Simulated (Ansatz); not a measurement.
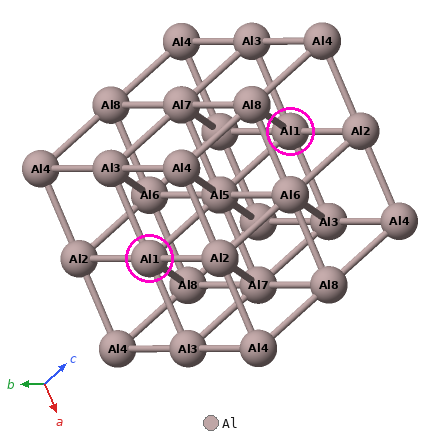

Two computed energy maps of cells of Al. The picture above is the structure of the first map.

Map 1

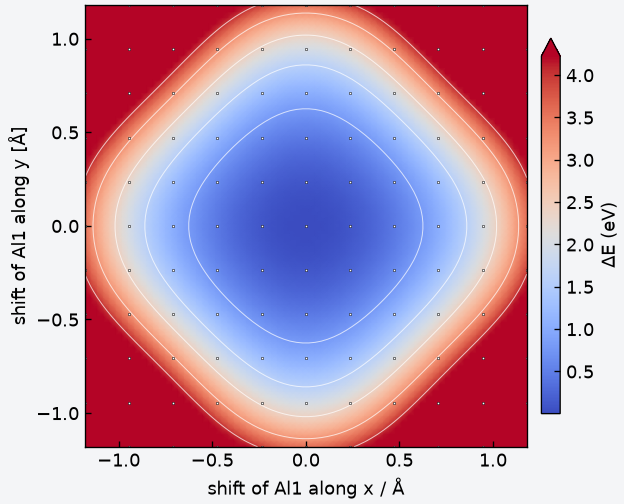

Al (Im-3m, No. 229; 8 atoms in the cell). One atom moved over a plane, all else fixed (x, y and z along the cube axes). First axis: shift of Al1 along x. Second axis: shift of Al1 along y. Nothing is relaxed (all other atoms fixed). Grid: 11 × 11 points; 21 points were computed and 100 follow by symmetry. Points are written as (first, second). Energies: eV per cell, counted from the lowest grid point. The calculation used DFT PBE, scalar-relativistic, plane waves, PAW (Ansatz 0.2.0). Settings: cutoff 420 eV, k-mesh 10×10×10, gaussian smearing 0.15 eV, no spin polarisation.

Drawn: a smooth colour map with a few white contour lines, dots at the grid points, one colour for all values above the top of the scale. Between grid points the surface is interpolated.

Map 2

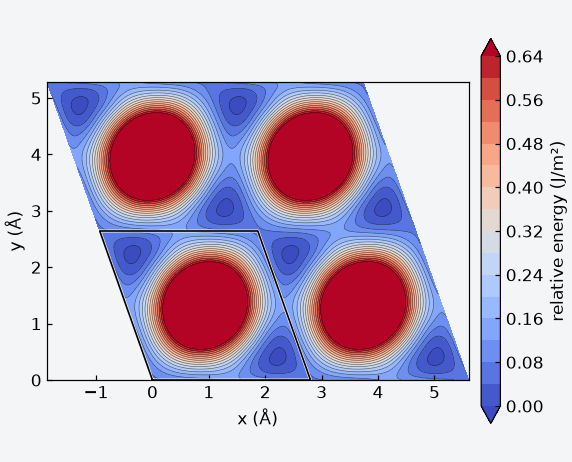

Al (Im-3m, No. 229; 4 atoms in the cell). Gamma surface: rigid slide across a plane, one fault a cell; the plane is (0 1 1) of the conventional cell. Places are given modulo a cell vector. The map is drawn in real space over the plane of the slide. Nothing is relaxed (rigid halves, spacing across the cut fixed). The grid has 10 × 10 points; 31 points were computed and 69 follow by symmetry. All energies are given in J/m² relative to the lowest grid point. Method: Ansatz 0.2.0, DFT PBE, scalar-relativistic, plane waves, PAW. Settings: cutoff 420 eV, k-mesh 16×16×5 in the order of the run's cell vectors, gaussian smearing 0.15 eV, no spin polarisation.

Drawn: filled contours, the outline of one cell of the 2 × 2 shown, one colour for all values above the top of the scale. Between grid points the surface is interpolated.

> Summarise the maps one by one.

Map 1: The lowest grid point is at (0.000 Å, 0.000 Å). It is the only kind of minimum in the scanned range. The highest grid point, (−1.180 Å, −1.180 Å), lies 11.7 eV above the lowest. Near the minimum the well is nearly round, with a curvature of about 3.9 eV/Å².
Map 2: The lowest grid point is at (1/10, 8/10) of the cell vectors. The reference structure, at (0/10, 0/10) of the cell vectors, is a saddle of this map. The highest grid point, (5/10, 5/10) of the cell vectors, lies 1.35 J/m² above the lowest.

> Maps 1, 2 start from a relaxed reference structure. Do they show a way to lower its energy?

Yes. In map 2 the point (1/10, 8/10) of the cell vectors lies 0.08 J/m² below the reference. Elsewhere the reference is the lowest point.

PAW datasets: the set soft_1.
